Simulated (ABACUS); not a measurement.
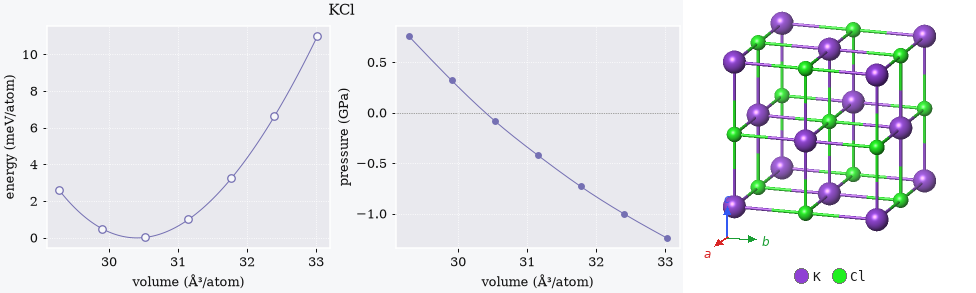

Calculation (ABACUS 3.10.1): DFT in plane waves or numerical atomic orbitals with pseudopotentials, no spin polarisation; energies at scaled volumes of the given cell, shape and fractions fixed, counted from the fit's minimum, third-order Birch-Murnaghan fit. Level: PBEsol.

k mesh 7×7×7; occupations Fermi–Dirac; smearing width 0.05 eV; potentials PseudoDojo NC SR 0.4.1 PBEsol standard; wave cutoff 1007 eV; density cutoff 4027 eV; program settings basis pw.

Cell as given: a = 4.450 Å, b = 4.450 Å, c = 4.450 Å, α = 60.00°, β = 60.00°, γ = 60.00°; 2 atoms.

**Figure.** Energy and pressure against volume for KCl, space group Fm-3m (No. 225). The conventional cell is drawn beside the plot.

A third-order Birch–Murnaghan fit gives V0 = 30.41 Å³/atom, B0 = 18.5 GPa and B′ = 5.0. The energy is 2.58 meV/atom at volume 29.28 Å³/atom and 10.98 meV/atom at 33.02 Å³/atom; the lowest computed point is at volume 30.53 Å³/atom (0.03 meV/atom), and no other minimum shows. The pressure falls from 0.76 GPa at volume 29.28 Å³/atom to −1.24 GPa at 33.02 Å³/atom, and changes sign near 30.40 Å³/atom.
